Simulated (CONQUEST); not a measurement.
## Band-structure run, with input and output: CdSe

- system: CdSe (4 atoms in the cell)
- method: Kohn-Sham DFT of a periodic cell, LDA, PseudoDojo NC LDA, no spin polarisation (CONQUEST 1.3)

The structure derives from a Materials Project entry.

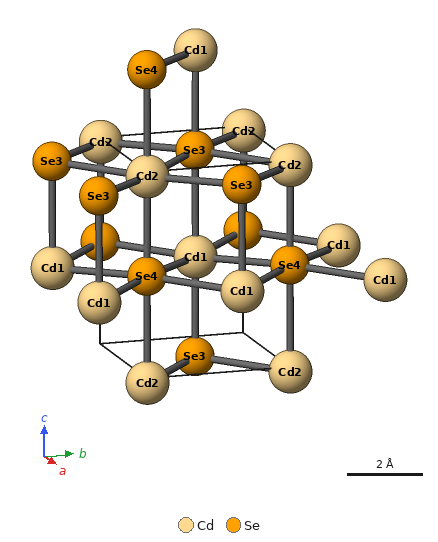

The structure as given in the input (ball-and-stick view of the cell of the calculation, seen slightly off an axis; bonded neighbours outside the cell are drawn too; atoms are numbered from 1 in the order of the input). Near neighbours in the crystal (not all of them lie inside the picture): Cd has 6 Se at 2.77 to 2.98 Å; Se has 6 Cd at 2.77 to 2.98 Å.

### Summary

```csv
quantity,value
outcome,converged
space group (tolerance 0.01 Å),Cm (8)
electrons treated,72
Fermi energy of the self-consistent step,−4.857 eV
gap on the band path,0.00 eV
hardware,"1 thread of Intel Xeon @ 2.90GHz (Ice Lake), 16 GiB of memory available, shared host"
wall time,5.1 s
peak memory,0.23 GiB
```

### Notes

Settings chosen away from the usual ones: SC.MaxPulay set to 3. The settings depart from the standard set-up of this series, which can bear on the numbers. Points of doubt noted for this run: small atomic basis.

### The input
```
IO.Title CdSe
IO.Coordinates coords.dat
IO.FractionalAtomicCoords T
IO.Iprint 2
IO.Iprint_init 1
General.NumberOfSpecies 2
General.PseudopotentialType hamann
AtomMove.TypeOfRun static
AtomMove.FullStress T
Grid.GridCutoff 100
DM.SolutionMethod diagon
Diag.MPMesh F
Diag.kT 0.00367493
minE.SCTolerance 1e-6
SC.MaxIters 100
SC.MaxPulay 3
minE.SelfConsistent F
General.LoadRho T
Diag.KspaceLines T
Diag.NumKptLines 9
Diag.NumKpts 10
IO.writeDOS T
%block ChemicalSpeciesLabel
1 112.410 Cd
2 78.960 Se
%endblock
%block Diag.KpointLines
0.000000 0.000000 0.000000
0.000000 0.500000 0.000000
0.000000 0.500000 0.000000
0.500000 0.500000 0.000000
0.500000 0.500000 0.000000
0.000000 0.000000 0.000000
0.000000 0.000000 0.000000
0.000000 0.000000 0.500000
0.000000 0.000000 0.500000
0.000000 0.500000 0.500000
0.000000 0.500000 0.500000
0.500000 0.500000 0.500000
0.500000 0.500000 0.500000
0.000000 0.000000 0.500000
0.000000 0.500000 0.000000
0.000000 0.500000 0.500000
0.500000 0.500000 0.000000
0.500000 0.500000 0.500000
%endblock
```

Command:
```bash
Conquest (self-consistent run, then this one in the same folder)
```

### Log
```
Simulation cell dimensions:     7.6806 a0 x     7.6806 a0 x    10.8620 a0

      Atomic coordinates (a0)
         Atom         X         Y         Z  Species
            1    3.7080    3.9260    5.1538        1
            2    7.5483    0.0857   10.5848        1
            3    3.7387    3.8822   10.7785        2
            4    7.5790    0.0419    5.3475        2
    Using
        This calculation includes non-local pseudopotentials,
         with a maximum core radius of      6.76493762

    Job title: CdSe
    Job to be run: static calculation

    Ground state search:
      Support functions represented with PAO basis
      1:1 PAO to SF mapping
      Non-spin-polarised electrons
      Solving for the K matrix using diagonalisation
      Using Fermi-Dirac smearing

    Integration grid size:     36 x   36 x   60

    Integration grid spacing:  0.213 a0 x 0.213 a0 x 0.181 a0

    Number of species:  2
    --------------------------------------------------------
    |   #  mass (au)  Charge (e)  SF Rad (a0)  NSF  Label  |
    --------------------------------------------------------
    |   1    112.410      20.000        7.041   13  Cd     |
    |   2     78.960      16.000        6.614   14  Se     |
    --------------------------------------------------------

    LibXC version:  6. 2. 2
    Using the LDA functional Slater exchange
    Using the LDA functional Perdew & Wang

           radial cut-off to be used is taken to be max PAO cut-off radius for this species:    6.764938

           greatest ang. mom. for making density from PAOs:  2

           radial cut-off to be used is taken to be max PAO cut-off radius for this species:    6.366323

           greatest ang. mom. for making density from PAOs:  2
    Minimum blocs/proc is     1215. Maximum blocs/proc is     1215
    set_atom_dens: In set_atomic_density, electrons :      72.000000000000
 matrix_size & matrix_size_padH =           54          54

    Screened ion int: energy:    -475.402197865608 Ha

          Harris-Foulkes Energy            :      -592.935250595065895 Ha
          GroundState Energy (E-(1/2)TS)   :      -592.937175463300605 Ha
          Free Energy (E-TS)               :      -592.939100331535315 Ha
          DFT Total Energy                 :      -593.145189829182982 Ha
          Total number of electrons        :        72.000040484038024
      | Number of electrons      =        72.000040
      |* band energy as 2Tr[K.H] =       -99.311430373147928 Ha
      |  screened ion-ion energy =      -475.402197865608116 Ha
      |  Ha correction           =         1.692676323933631 Ha
      |  XC correction           =       -19.914298680243441 Ha
      | GS Energy as E-(1/2)TS   =      -592.937175463300605 Ha
      | Free Energy as E-TS      =      -592.939100331535315 Ha
      |* Harris-Foulkes energy   =      -592.935250595065895 Ha
      |* DFT total energy        =      -593.145189829182982 Ha
      |  estimated accuracy      =         0.209939234117087 Ha
    get_E_and_F: Change in energy during last step of electronic optimisation:  0.00000E+00

    BIBLIOGRAPHY: Please consider citing the following references in the conquest.bib file

    CONQUEST:         Bowler2002pt, Miyazaki2004, Nakata2020
    Basis:            Bowler2019
    DM:               Bowler:2006xr
    Pseudopotentials: Hamann2013, Bowler2019
    XC references from LibXC:
      P. A. M. Dirac.,  Math. Proc. Cambridge Philos. Soc. 26, 376 (1930)
```

### File coords.dat
```
    7.6805846837     0.0000000000     0.0000000000
    0.0000000000     7.6805846837     0.0000000000
    0.0000000000     0.0000000000    10.8619870274
4
  0.4827745000   0.5111565000   0.4744795000 1 T T T
  0.9827745000   0.0111565000   0.9744795000 1 T T T
  0.4867710000   0.5054540000   0.9923130000 2 T T T
  0.9867710000   0.0054540000   0.4923130000 2 T T T
```
